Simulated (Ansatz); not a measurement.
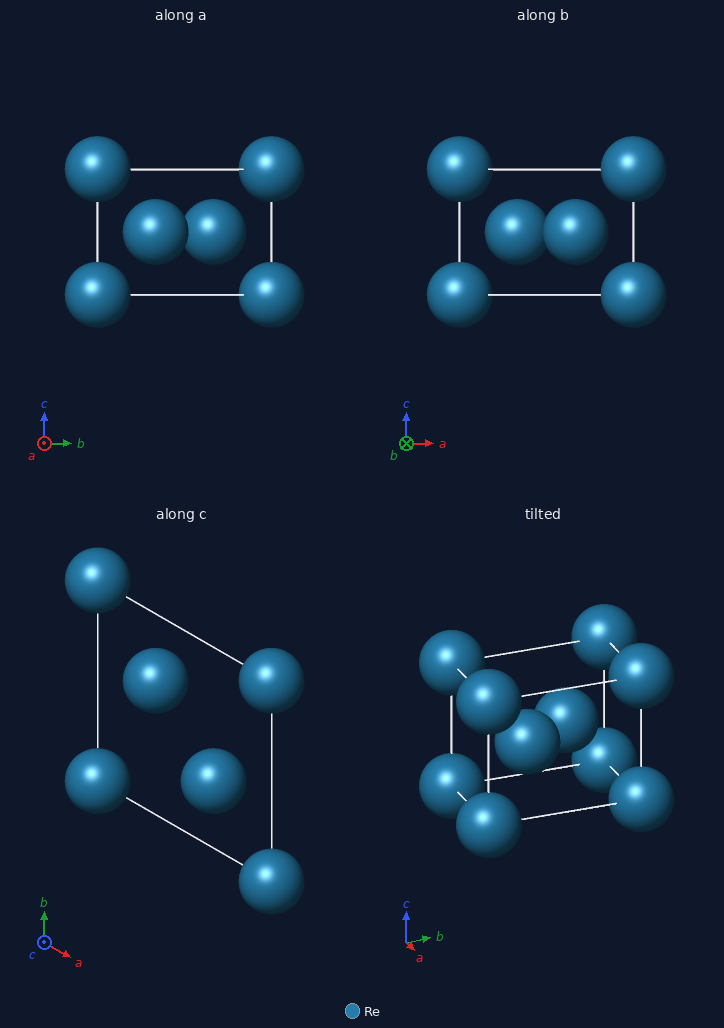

Crystal structure, spheres-only style, seen along the a axis, along the b axis, along the c axis and slightly off an axis. Atoms at the boundary of the conventional unit cell (the box) are drawn once for each face, edge or corner they touch.

Lattice parameters: a = 4.160 Å, b = 4.160 Å, c = 2.604 Å, α = 90.00°, β = 90.00°, γ = 120.00°. Put a along x and b in the xy plane.

**Write the structure as a POSCAR file.**

```
Re
1.0
     4.160    0.000    0.000
    -2.080    3.603    0.000
     0.000    0.000    2.604
Re
3
Direct
  0.0000 0.0000 0.0000
  0.3333 0.6667 0.5000
  0.6667 0.3333 0.5000
```

Provenance: a structure type filled with this element by a generator (whether the element takes this form wasn't checked). Earlier steps of the study may have refined or changed the cell and positions. It went into a calculation with Ansatz.

At this level of theory the cell isn't at rest (compressed, at 63 GPa), so its distances can differ from those at equilibrium, the more so the softer the solid.
